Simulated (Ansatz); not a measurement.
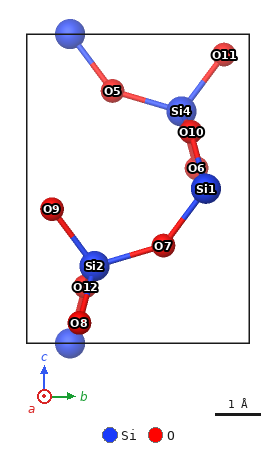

Starting structure of crystalline SiO2 (set up in P4_32_12). A ball-and-stick model of the cell of the calculation, seen along the a axis.

Case: volume × 1.03, shape and atoms relaxed.

The calculation used DFT LDA, scalar-relativistic, plane waves, PAW (Ansatz).

The input:
```yaml
crystal:
  lattice:
    - [4.9894490422, 0.0, 0.0]
    - [0.0, 4.9894490422, 0.0]
    - [0.0, 0.0, 6.9275224566]
  atoms:
    - { symbol: Si, position: [0.8048597421, 0.8048597421, 0.5] }
    - { symbol: Si, position: [0.6951402579, 0.3048597421, 0.25] }
    - { symbol: Si, position: [0.1951402579, 0.1951402579, 0.0] }
    - { symbol: Si, position: [0.3048597421, 0.6951402579, 0.75] }
    - { symbol: O, position: [0.2628906955, 0.3857667419, 0.8162028578] }
    - { symbol: O, position: [0.1142332581, 0.7628906955, 0.5662028578] }
    - { symbol: O, position: [0.7371093045, 0.6142332581, 0.3162028578] }
    - { symbol: O, position: [0.8857667419, 0.2371093045, 0.0662028578] }
    - { symbol: O, position: [0.7628906955, 0.1142332581, 0.4337971422] }
    - { symbol: O, position: [0.6142332581, 0.7371093045, 0.6837971422] }
    - { symbol: O, position: [0.2371093045, 0.8857667419, 0.9337971422] }
    - { symbol: O, position: [0.3857667419, 0.2628906955, 0.1837971422] }
basis:
  ecutwfc: 420
kpoints:
  mp_grid: { grid: [6, 6, 4] }
hamiltonian:
  xc: lda
scf:
  occupations: { method: gaussian, width: 0.02 }
output:
  forces: true
  stress: true
  eigenvalues: true
relax:
  adjacent_minimum: "off"
  f_tol: 0.01
  max_steps: 30
  cell: { stress_tol: 0.1, fix: [volume] }
```

Run as
```bash
ansatz run input.yaml --threads 2 --pin off --max-ram 5120MiB --backend cpu --events-out ev --progress --plain --runs-dir out
```

Question: Where does the relaxation end?

Answer: The largest moves relative to the cell, 0.060 Å, are those of 8 atoms (O5, O6, O7, O8 and others). O7 goes roughly along [1 −3 2]. Largest moves by element: O 0.060 Å, Si 0.035 Å. The drawn cell changes at constant volume: a = b 4.989 → 4.982 Å (−0.1 %), c 6.928 → 6.948 Å (+0.3 %). Near-neighbour distances that change, for instance: Si1–O10 1.625 → 1.608 Å. Bond angles that change, for instance: Si2–O12–Si3 143.6° → 146.2°. The space group stays P4_32_12 (No. 96). Over 3 accepted moves (4 points after the start) the energy falls by 6.2 meV per atom. Largest force component: 0.25 eV/Å at the start, 0.0071 eV/Å at the end. Pressure: −4.92 GPa at the start and −0.32 GPa at the end. At 1 point the geometry stayed and the basis and grid were re-selected for the new cell (energy shift of less than 0.05 meV per atom at most each time).

After the run, drawn alike:

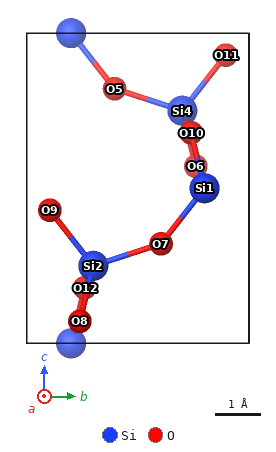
